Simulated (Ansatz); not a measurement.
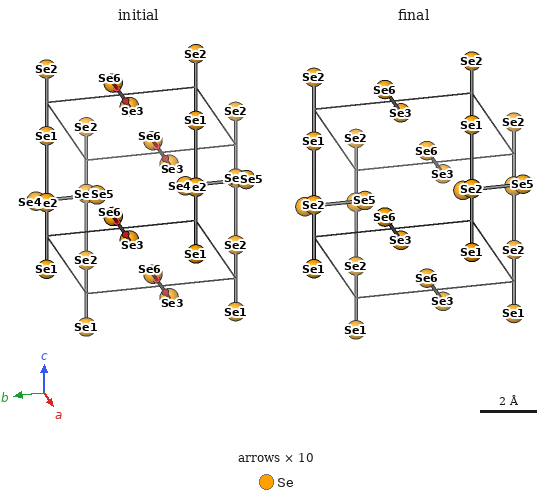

The structure of solid Se (built on the random type) before (left) and after (right) a relaxation, at one scale. The red arrows give the displacements (the part carried along by the change of the cell is left out), 10 times their true length.

The picture is a ball-and-stick view of the cell of the calculation, seen from a free direction.

Case: random cell with space group P4_2/mmc (No. 131).

The calculation used Ansatz, DFT PBE, scalar-relativistic, plane waves, PAW. Set-up: plane-wave cutoff 420 eV; k-point mesh 8 × 8 × 8; occupations gaussian; smearing width 0.1 eV; no spin polarisation; cell and atoms relaxed; force threshold 0.01 eV/Å; at most 80 steps.

**Describe what moved and what it gained.**

The largest moves relative to the cell, 0.079 Å, are those of Se3, Se4, Se5 and Se6. Se3 goes along −a. The drawn cell changes as follows: a = b 5.576 → 5.902 Å (+5.8 %), c 5.224 → 4.992 Å (−4.4 %); the volume changes by +7.0 %. Among the contacts that change: Se3–Se6 3.305 → 3.655 Å, Se1–Se2 2.612 → 2.496 Å, Se3–Se6 (another image) 2.272 → 2.247 Å. The space group stays P4_2/mmc (No. 131). The energy falls by 13.7 meV per atom in 4 accepted moves (6 points after the start). Largest force component: 0.1 eV/Å at the start, 0.0038 eV/Å at the end. The pressure goes from −0.19 to −0.02 GPa. The line search rejected the trial step at point 2 of the run. At 1 point the geometry stayed and the basis and grid were re-selected for the new cell (energy shift of 0.1 meV per atom at most each time). The run took roughly 6 core-minutes on a shared host.
